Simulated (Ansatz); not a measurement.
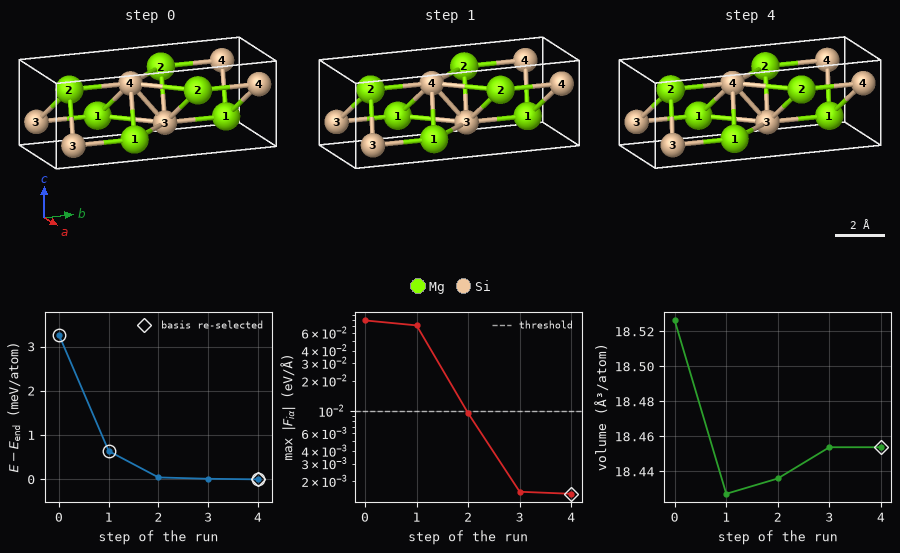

Frames of a relaxation of a crystal of MgSi (a generated structure, set up in Cmcm), marked on the history of the run. The picture is a ball-and-stick view of the conventional cell (2 times the calculation's cell), seen slightly off an axis. Lengths and directions refer to the drawn axes.

Case: Ca → Mg on all its sites, cell and atoms relaxed.

Computed with Ansatz, DFT PBEsol, scalar-relativistic, plane waves, PAW. Settings: plane-wave cutoff 420 eV; k-point mesh 12 × 12 × 12; occupations gaussian; smearing width 0.1 eV; no spin polarisation; cell and atoms relaxed; force threshold 0.01 eV/Å; at most 60 steps.

### Describe the path.

Over 3 accepted moves (4 points after the start) the energy falls by 3.3 meV per atom. Largest force component: 0.08 eV/Å at the start, 0.0015 eV/Å at the end. Pressure: −0.09 GPa at the start and 0.01 GPa at the end. The SCF was repeated once at an unchanged geometry on a basis and grid sized afresh for the cell, which shifted the energy by less than 0.05 meV per atom at most. The largest moves relative to the cell, 0.045 Å, are those of Mg1 and Mg2. Mg1 goes along −b. Largest moves by element: Mg 0.045 Å, Si 0.011 Å. Cell: a 4.141 → 4.038 Å (−2.5 %), b 9.797 → 10.039 Å (+2.5 %), c 3.653 → 3.642 Å (−0.3 %). Volume −0.4 %. Near-neighbour distances that change, for instance: Mg1–Si3 2.721 → 2.753 Å, Mg1–Si3 (another image) 3.005 → 3.035 Å, Mg1–Si4 2.834 → 2.811 Å, Si3–Si4 2.387 → 2.394 Å. The space group stays Cmcm (No. 63). Cost: 73 s on 1 thread of Intel(R) Xeon(R) Platinum 8488C (Sapphire Rapids), with other jobs on the host, peak memory 0.68 GiB. From step 0 to 1: Mg atoms move most (0.05 Å), volume −0.5 %, energy −2.6 meV per atom. From step 1 to 4: volume +0.1 %, energy −0.6 meV per atom.
